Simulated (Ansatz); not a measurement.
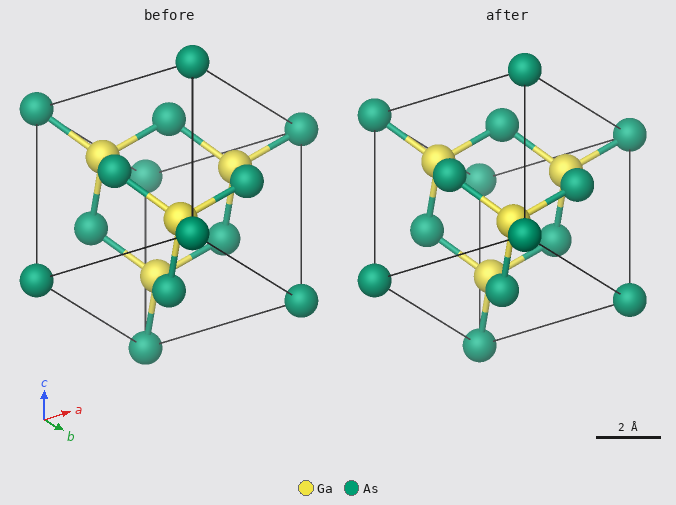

Left: a symmetric starting cell of GaAs (made from another compound by putting As in place of Bi). Right: the same structure after one change, at the same scale. The picture is a ball-and-stick view of the conventional cell (4 times the calculation's cell), seen from a free direction. Lengths and directions refer to the drawn axes.

Level of theory: DFT PBEsol, scalar-relativistic, plane waves, PAW in Ansatz 0.2.0. (plane-wave cutoff 420 eV; k-point mesh 10 × 10 × 10; occupations gaussian; smearing width 0.01 eV; no spin polarisation)

> What distinguishes the right structure from the left one?

All lengths are scaled by −3.6 % (volume −10.5 %), the atoms keeping their fractional coordinates. No relaxation follows. The starting cell wasn't computed here and needn't be at equilibrium, so pressure and forces aren't due to the change alone.

> How do the computed properties respond?

The pressure is −2.7 GPa (not all of it need come from the change, since the unchanged cell can be under pressure at this level too). All forces vanish by symmetry. Among the bonded contacts that change: As–Ga 2.579 → 2.485 Å. The space group stays F-43m (No. 216).
